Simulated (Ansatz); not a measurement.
Input

```
crystal:
  lattice:
    - [0.0, 3.1561, 3.1561]
    - [3.1561, 0.0, 3.1561]
    - [3.1561, 3.1561, 0.0]
  atoms:
    - { symbol: K, position: [0.0, 0.0, 0.0] }
    - { symbol: Cl, position: [0.5, 0.5, 0.5] }
basis:
  ecutwfc: 420
kpoints:
  mp_grid: { grid: [6, 6, 6] }
hamiltonian:
  xc: pbe
scf:
  occupations: { method: gaussian, width: 0.02 }
output:
  forces: true
  stress: true
  eigenvalues: true
  write_density: true
  write_potential: true
  elf: true
  volumetric_format: npy
relax:
  adjacent_minimum: "off"
  f_tol: 0.005
  max_steps: 80
  cell: { stress_tol: 0.05 }
```

Command:

```sh
ansatz run input.yaml --threads 4 --pin off --max-ram 12288MiB --backend cpu --events-out ev --progress --plain --runs-dir out
```

Below, planes, directions and counts refer to the conventional cell (a = 6.38 Å, b = 6.38 Å, c = 6.38 Å, α = 90.00°, β = 90.00°, γ = 90.00°).

The fields are those of the relaxed geometry.

Space group Fm-3m.

All numbers below come from DFT PBE, scalar-relativistic, plane waves, PAW (Ansatz).

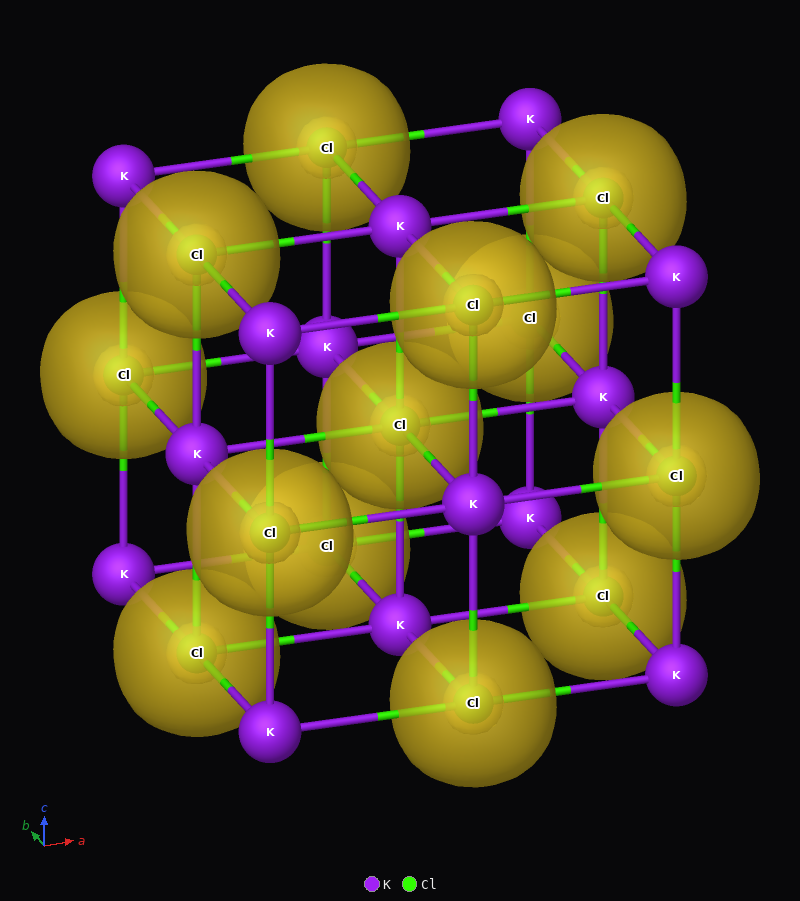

KCl. Isosurface of the electron localisation function at 0.75 (yellow), seen at an oblique angle. Core shells and regions of very low density are left out. Sticks mark near contacts.

In a PAW calculation such maps are meaningful between the atoms, not at the nuclei.

**Where are the electrons localised?**

The surface consists of four regions wrapped around Cl (the valence shell of each), counted in one cell of 8 atoms. Any copies at cell faces, edges or corners count once. Along the contacts the grid gives the following. K–Cl (3.19 Å): the ELF is about 0.05 at the midpoint (a closed-shell, largely ionic contact).
